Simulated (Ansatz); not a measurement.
Read the following structure.

```
Ge
1.0
     5.05749    0.00000    0.00000
     0.00000    5.37149    0.00000
     0.00000    0.00000    2.91171
Ge
4
Cartesian
  0.0000 4.0286 2.7252
  0.0000 1.3429 0.1865
  2.5287 1.3429 1.2693
  2.5287 4.0286 1.6424
```

**Describe what this structure looks like.**

The element is germanium. Space group: Imma (No. 74). Lattice: body-centred orthorhombic. The cell holds four atoms. The coordination, counted out to bonding distance, is Ge 6.

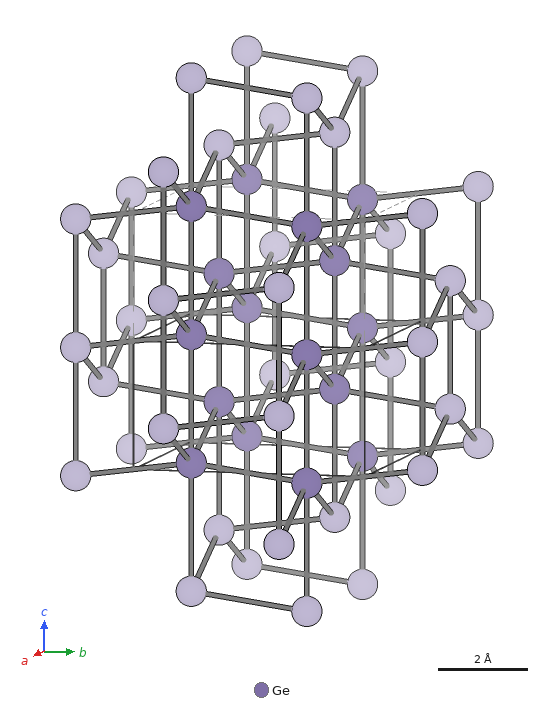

The crystal in a ball-and-stick representation, seen slightly off an axis. Solid lines give the conventional unit cell, repeated here 1×1×2 times. Atoms just outside the outline that bond to atoms inside are added, in fainter colours. Colours: germanium purple.

Its origin is a structure listed in the Materials Project. Earlier steps of the study may have refined or changed the cell and positions. It went into a calculation with Ansatz.
